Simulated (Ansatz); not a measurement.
The calculation's input:

```
crystal:
  lattice:
    - [-1.5917793224, 1.5917793224, 1.5917793224]
    - [1.5917793224, -1.5917793224, 1.5917793224]
    - [3.1835586449, 3.1835586449, 0.0]
  atoms:
    - { symbol: W, position: [-0.011779271, -0.011779271, 0.0] }
    - { symbol: W, position: [0.511779271, 0.511779271, 0.5] }
basis:
  ecutwfc: 420
kpoints:
  mp_grid: { grid: [22, 22, 14] }
hamiltonian:
  xc: pbe
scf:
  occupations: { method: gaussian, width: 0.15 }
output:
  forces: true
  stress: true
  eigenvalues: true
  write_density: true
  write_potential: true
  elf: true
  volumetric_format: npy
```

Run with:

```sh
ansatz run input.yaml --threads 2 --pin off --max-ram 5120MiB --backend cpu --events-out ev --progress --plain --runs-dir out
```

Below, planes, directions and counts refer to the conventional cell (a = 4.50 Å, b = 3.18 Å, c = 4.50 Å, α = 90.00°, β = 90.00°, γ = 90.00°).

Space group Cmcm; not relaxed (largest force 0.4 eV/Å).

These are results of DFT PBE, scalar-relativistic, plane waves, PAW (Ansatz), not measurements.

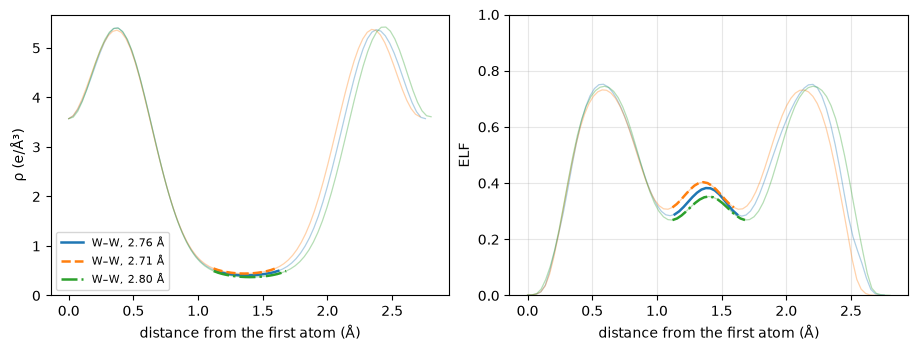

W. Valence pseudo-density and electron localisation function along straight lines between neighbouring atoms. Thin, pale parts lie inside the atomic spheres.

Core electrons are frozen (PAW), and the valence fields are smoothed inside the atomic spheres.

### What can be read from the curves?

W–W (2.76 Å): ρ is about 0.41 e/Å³ halfway; the ELF is about 0.40 at the midpoint.
W–W (2.71 Å): ρ is about 0.44 e/Å³ halfway; the ELF is about 0.40 at the midpoint.
W–W (2.80 Å): ρ is about 0.37 e/Å³ halfway; the ELF is about 0.35 at the midpoint.
